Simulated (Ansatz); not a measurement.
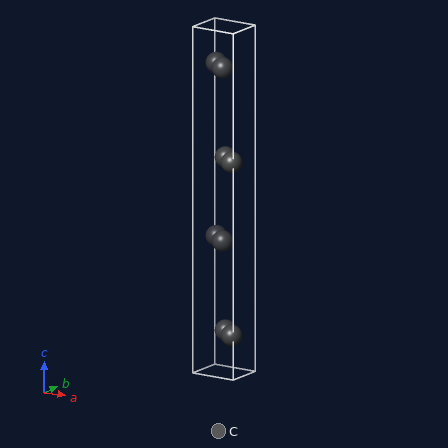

System: C, space group Fmmm (No. 69). The picture shows the cell.

Starting cell:
```yaml
crystal:
  lattice:
    - [-1.22277, 2.11674, 0.00000]
    - [-1.22277, -2.11674, 0.00000]
    - [0.00000, 0.00000, 13.47064]
  atoms:
    - { symbol: C, position: [0.91670, 0.08330, 0.12500] }
    - { symbol: C, position: [0.91670, 0.08330, 0.62500] }
    - { symbol: C, position: [0.41670, 0.58330, 0.87500] }
    - { symbol: C, position: [0.41670, 0.58330, 0.37500] }
    - { symbol: C, position: [0.08330, 0.91670, 0.87500] }
    - { symbol: C, position: [0.08330, 0.91670, 0.37500] }
    - { symbol: C, position: [0.58330, 0.41670, 0.12500] }
    - { symbol: C, position: [0.58330, 0.41670, 0.62500] }
```

How it was computed, with Ansatz 0.2.0: rigid slide of a crystal across a plane by tilting cell vector c, one fault a cell, unrelaxed, by plane-wave density functional theory with PAW datasets, free energies less that of the undisturbed cell; scalar-relativistic. Level: LDA, no spin polarisation.

wave cutoff 420 eV; k mesh 22×22×4; occupations Gaussian; smearing width 0.15 eV; k shift (0, 0, 0) (mesh steps); start relaxed; height of the cut 0 (fraction of cell vector c); slip vector (1, 1) (multiples of cell vectors a and b).

The points at slip 0.6, 0.7, 0.8 and 0.9 follow from computed ones by symmetry.

What does the calculation give for the fault energy against slip? The slip takes the values 0.0, 0.1, 0.2, 0.3, 0.4, 0.5, 0.6, 0.7, 0.8, 0.9.

The highest fault energy among the points, the barrier to rigid slip along this vector, is 70.9 mJ/m² at slip 0.5; no local minimum, hence no metastable fault, shows among the points. The spacing at cut is 3.37 Å.

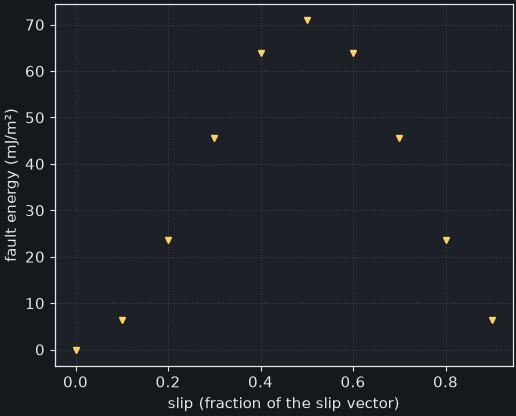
